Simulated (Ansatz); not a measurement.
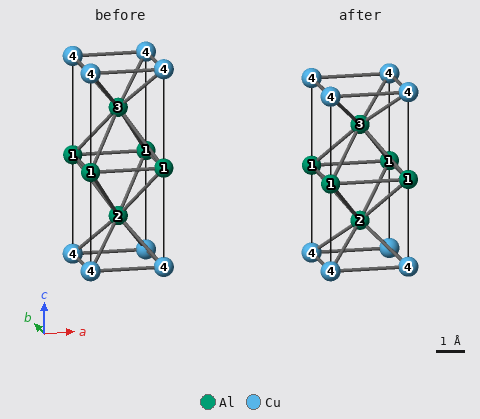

The structure of crystalline Al₃Cu (set up in P4/mmm) before (left) and after (right) a relaxation, at one scale.

Style: ball-and-stick. Shown: the cell of the calculation, slightly off an axis.

Case: relaxed kmesh: [4, 4, 2] Gamma-centred.

Computed with DFT r2SCAN, scalar-relativistic, plane waves, PAW in Ansatz. Settings: plane-wave cutoff 500 eV; k-point mesh 4 × 4 × 2; occupations gaussian; smearing width 0.1 eV; no spin polarisation; cell and atoms relaxed; force threshold 0.01 eV/Å; at most 60 steps.

### What changed between the two?

The largest moves relative to the cell, 0.005 Å, are those of Al2 and Al3. Al3 goes along +c. Cu stays in place. The drawn cell changes as follows: a = b 2.778 → 2.953 Å (+6.3 %), c 7.513 → 6.633 Å (−11.7 %); the volume changes by −0.3 %. Near-neighbour distances that change, for instance: Al2–Al3 3.398 → 2.989 Å, Al1–Al1 2.778 → 2.953 Å, Cu4–Cu4 2.778 → 2.953 Å, Al1–Al2 2.845 → 2.771 Å. The space group stays P4/mmm (No. 123). The energy falls by 53.7 meV per atom in 8 accepted moves (10 points after the start). Largest force component: 0.41 eV/Å at the start, 0.0055 eV/Å at the end. The pressure goes from 0.56 to 0.02 GPa. The line search rejected the trial step at point 5 of the run. The SCF was repeated once at an unchanged geometry on a basis and grid sized afresh for the cell, which shifted the energy by 0.1 meV per atom at most.

Limits of the set-up: the k-point mesh is coarse for a cell with partly filled bands.
